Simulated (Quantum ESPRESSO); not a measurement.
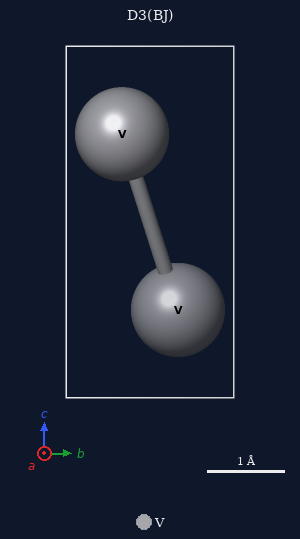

Crystalline V (set up in P6_3/mmc), relaxed (cell and atoms) with several dispersion corrections. The picture shows the result with D3(BJ). A ball-and-stick model of the cell of the calculation, seen along the a axis.

Computed with Quantum ESPRESSO 7.5: PBEsol, GBRV 1.5 PBEsol. Settings: plane-wave cutoff 612.3 eV; k-point mesh 10 × 10 × 5; occupations fermi-dirac; smearing width 0.05 eV; optimiser BFGS; collinear spin.

```csv
dispersion correction,volume (Å³/atom),a (Å),c (Å)
D4,?,?,?
D3(BJ),12.862,2.539,4.607
D3,12.990,2.545,4.631
none,13.305,2.568,4.659
```

Estimate the missing row from the others, and compare with the calculation.

With D4 the volume falls between D3 (12.990) and none (13.305). The calculation gives 13.152 Å³/atom (a = 2.558 Å, c = 4.641 Å). In order of volume: D3(BJ) < D3 < D4 < none; the spread is 3.4 %.

Each member starts from this one structure; whether another phase lies lower wasn't checked.

Limits of the set-up: only the magnetic order of this start and cell was tried (total moment 0.0 μB per cell).
